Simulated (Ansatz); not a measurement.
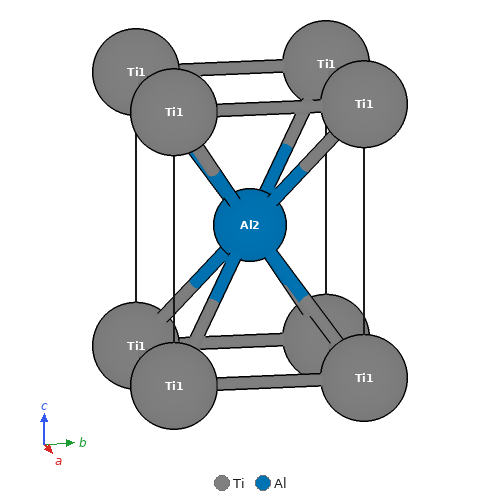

The system is TiAl (P4/mmm, No. 123; 2 atoms in the cell); the picture shows the reference structure. The energy is mapped over the lattice constants a and c of the conventional cell. Coordinates scanned: (1) lattice constant a (and b); (2) lattice constant c. Nothing is relaxed (symmetry fixes all fractional coordinates). The grid has 7 × 7 points. Points are written as (first, second). Energies are in meV/atom, from the lowest grid point. Theory: DFT PBEsol, scalar-relativistic, plane waves, PAW (Ansatz 0.2.0). Settings: cutoff 520 eV, k-mesh 16×16×12 in the order of the run's cell vectors, gaussian smearing 0.15 eV, no spin polarisation.

Its coordinates:

```
CELL_PARAMETERS angstrom
2.79474 0.00000 0.00000
0.00000 2.79474 0.00000
0.00000 0.00000 4.03837
ATOMIC_POSITIONS crystal
Ti 0.00000 0.00000 0.00000
Al 0.50000 0.50000 0.50000
```

Range: lattice constant a (and b) from 2.655 to 2.934 Å; lattice constant c from 3.554 to 4.523 Å.

> Predict the map.

The lowest grid point is at (2.795 Å, 4.038 Å). It is the only kind of minimum in the scanned range. The highest grid point, (2.655 Å, 3.554 Å), lies 370 meV/atom above the lowest. Round the minimum the valley is strongly tilted: raising lattice constant a (and b) shifts the best value of lattice constant c downwards (coupling k₁₂/√(k₁₁k₂₂) about 0.6).

```csv
"lattice constant c ↓, lattice constant a (and b) →",2.655,2.702,2.748,2.795,2.841,2.888,2.934
4.523,88,80,88,110,143,188,242
4.361,57,40,39,52,78,116,164
4.200,51,22,10,14,31,61,102
4.038,75,32,8,0,7,27,59
3.877,134,75,36,14,8,16,37
3.715,231,153,96,57,36,31,38
3.554,370,270,193,136,97,74,66
```

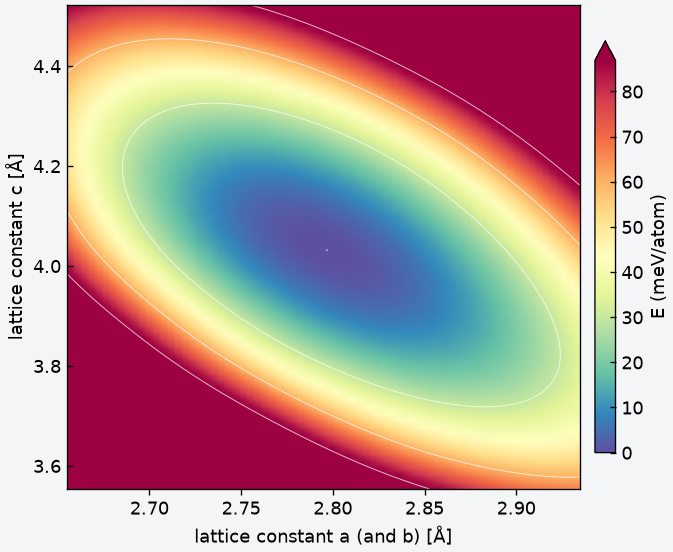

The picture shows a smooth colour map with a few white contour lines, one colour for all values above the top of the scale. Between grid points the surface is interpolated.

Each point was launched as `ansatz run input.yaml --threads 1 --pin off --max-ram 2048MiB --backend cpu --events-out ev --progress --plain --runs-dir out`. Time for the 49 points that were run: 14 min on 1 thread of Arm Neoverse N1, with other jobs on the host.

PAW datasets: the set soft_1.
